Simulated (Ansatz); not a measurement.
**Si14C13 (cell with a defect): density, localisation and related maps**

Si14C13 (cell with a defect), 54 atoms, a = 9.24 Å, b = 9.24 Å, c = 9.24 Å, α = 60.00°, β = 60.00°, γ = 60.00°.

Computed pressure about 10 GPa in this cell.

All numbers below come from DFT, PBE, plane-wave PAW, default files, scalar-relativistic (Ansatz).

In a PAW calculation such maps are meaningful between the atoms, not at the nuclei.

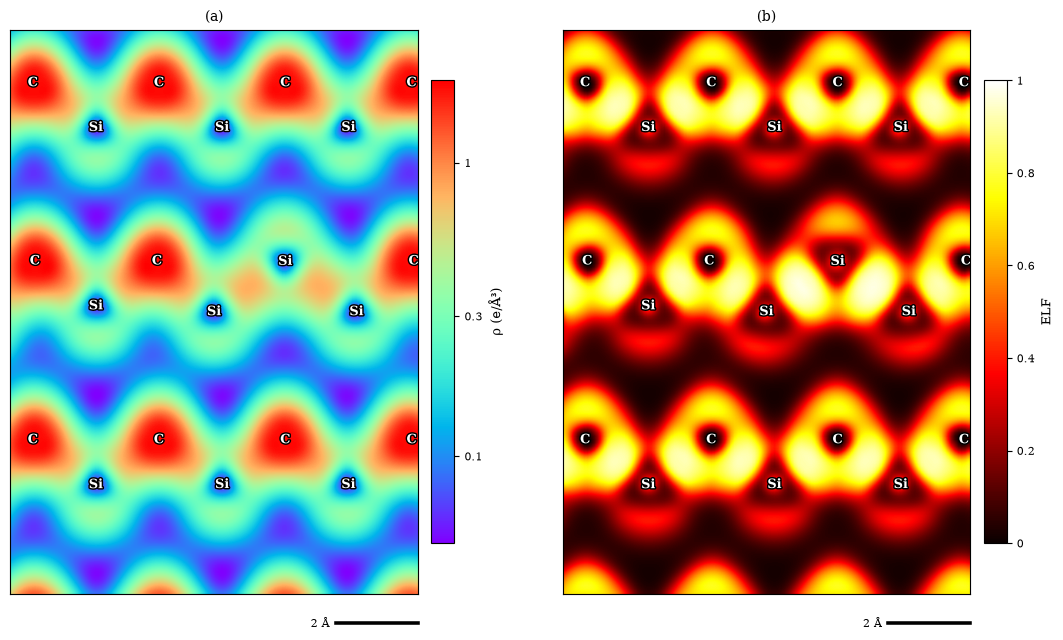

Figure 1. (a) valence pseudo-density; (b) ELF on the (101̄) plane of the calculation cell.

> What does the map show?

Atoms in the plane: Si and C.
Si–C (1.85 Å): ρ at the midpoint is about 0.94 e/Å³; the ELF peaks at about 0.90 between the atoms, as expected for a shared electron pair.
Si–Si (2.13 Å): ρ is about 0.79 e/Å³ halfway; the ELF peaks at about 1 between the atoms, as expected for a covalent bond.
Si–C (1.86 Å): ρ is about 0.9 e/Å³ halfway; the ELF peaks at about 0.90 between the atoms, as expected for localised, covalent bonding.
Between the atoms the lowest density in this plane is 0.05 e/Å³.

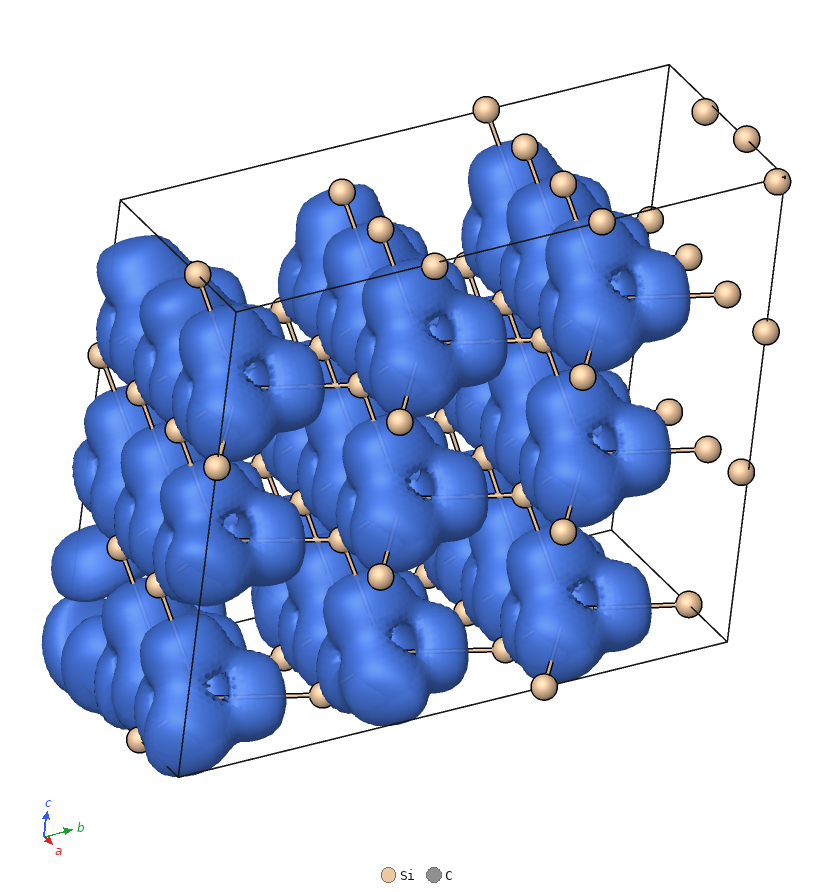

Figure 2. Isosurface of the ELF at 0.7 (blue), seen slightly off an axis. Only the valence region is drawn (cores and ρ < 0.01 e/Å³ removed). Sticks mark near contacts.

> Where are the electrons localised?

The surface consists of four regions between bonded Si–Si atoms (shared pairs) and 26 regions on C in which the atom's valence shell and bonds are merged, counted in one cell of 54 atoms. Regions shared between cells count once.

> Metal or insulator at this level of theory?

It is gapped, with a Kohn–Sham gap of 0.77 eV on the k-point mesh, an upper bound to the gap of this method.
